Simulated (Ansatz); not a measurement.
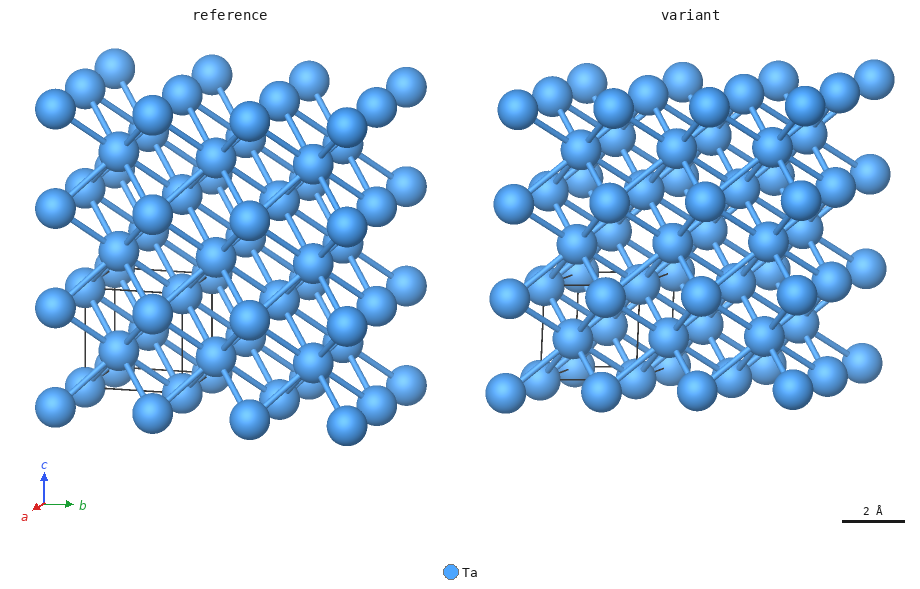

Left: a symmetric starting cell of Ta. Right: the same structure after one change, at the same scale. Style: ball-and-stick. Shown: the conventional cell (2 times the calculation's cell), repeated 2 × 3 × 3 with one cell outlined, slightly off an axis. Lengths and directions refer to the drawn axes.

These are results of Ansatz, DFT PBE, scalar-relativistic, plane waves, PAW, not measurements. Settings: plane-wave cutoff 420 eV; k-point mesh 18 × 18 × 18; occupations gaussian; smearing width 0.1 eV; no spin polarisation.

### What distinguishes the right structure from the left one?

The cell is strained by −15.3 % along [1 1 −1] and +2.7 % across it (volume −10.7 %), the atoms keeping their fractional coordinates. No relaxation follows. The starting cell wasn't computed here and needn't be at equilibrium, so pressure and forces aren't due to the change alone.

### What does the change do?

The pressure is 39.1 GPa (not all of it need come from the change, since the unchanged cell can be under pressure at this level too). The principal stresses (compression positive) are 78.3 GPa along [1 1 −1] and 19.5 GPa across it. All forces vanish by symmetry. Some distances before and after: Ta–Ta 2.860 → 2.422 to 2.884 Å. The space group (tolerance 0.01 Å) goes from Im-3m (No. 229) to R-3m (No. 166).
